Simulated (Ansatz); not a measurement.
```
W C
1.0
     2.92177    0.00000    0.00000
    -1.46089    2.53033    0.00000
     0.00000    0.00000    2.84708
W C
1 1
Direct
  0.00000 0.00000 0.00000
  0.66667 0.33333 0.50000
```

Space group P-6m2.

Level of theory: Ansatz, DFT PBE, scalar-relativistic, plane waves, PAW.

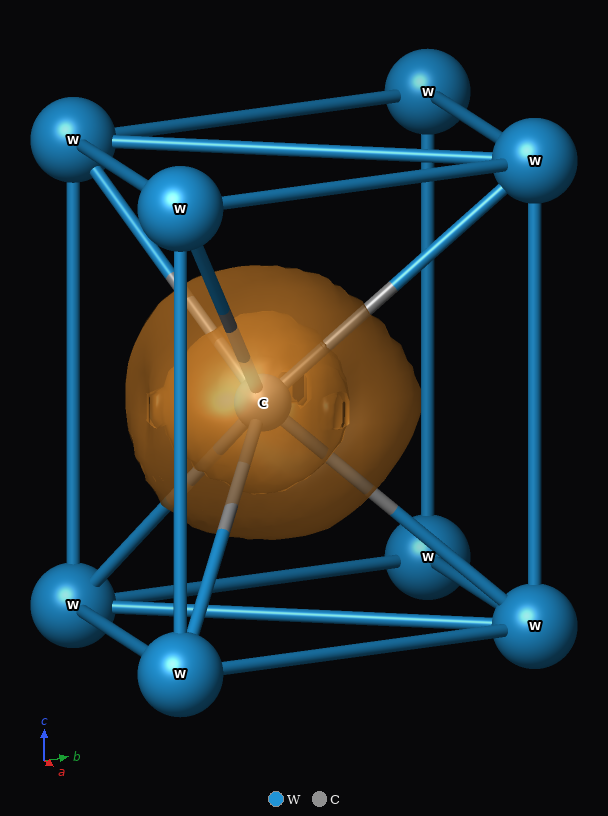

WC. Isosurface of the ELF at 0.7 (orange), seen slightly off an axis. Core shells and regions of very low density are left out. Sticks mark near contacts.

Core electrons are frozen (PAW), and the valence fields are smoothed inside the atomic spheres.

> Describe the localisation domains.

The ELF exceeds this value in one region wrapped around C (its valence shell), counted in one cell of 2 atoms. Regions shared between cells count once. Profiles from the grid: W–C (2.21 Å): the ELF peaks at about 0.80 in the valence shell of C, 0.7 Å from its nucleus, and is about 0.30 at the midpoint. W–W (2.85 Å): the ELF is about 0.30 at the midpoint.

> Does the calculation make it a metal, or give it a gap?

It is metallic or semimetallic at this level of theory: no gap opens.
